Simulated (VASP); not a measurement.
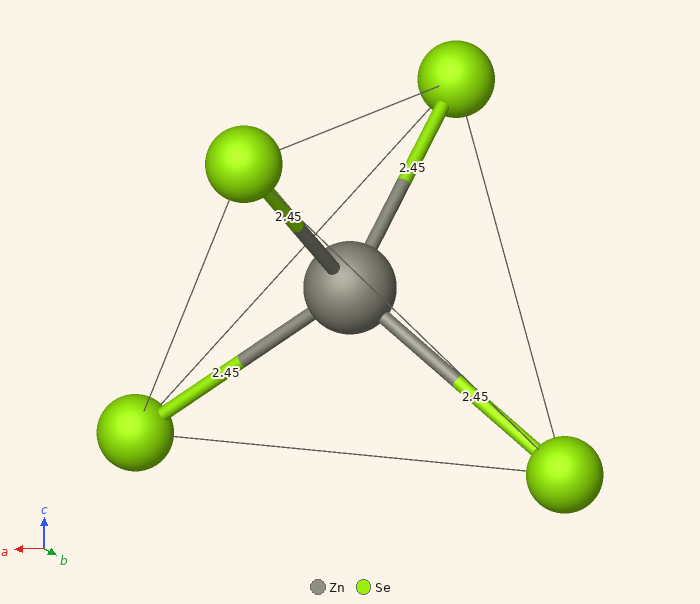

The ZnSe4 unit about Zn in ZnSe. Source: an entry of the Crystallography Open Database, as set up for an electronic-structure calculation.

ZnSe, space group F-43m (No. 216), a = 5.668 Å, b = 5.668 Å, c = 5.668 Å, α = 90.00°, β = 90.00°, γ = 90.00°

```
site  Wyckoff       x       y       z
  Se       4c  0.2500  0.2500  0.2500
  Zn       4a  0.0000  0.0000  0.0000
```

### Give the distortion indices.

It is closest to the tetrahedron.

```json
{"measure": "mean bond length", "value": "2.454 Å"}
{"measure": "bond-length distortion index (Baur)", "value": "0.000"}
{"measure": "effective coordination number (Hoppe)", "value": "4.00"}
{"measure": "shape measure against the tetrahedron", "value": "0.00"}
{"measure": "shape measure against the see-saw", "value": "9.79"}
{"measure": "centre off the ligands' centroid by", "value": "0.00 Å"}
{"measure": "polyhedral volume", "value": "7.59 Å³"}
{"measure": "quadratic elongation", "value": "1.000"}
{"measure": "bond-angle variance", "value": "0.0 deg²"}
{"measure": "τ4", "value": "1.00"}
```
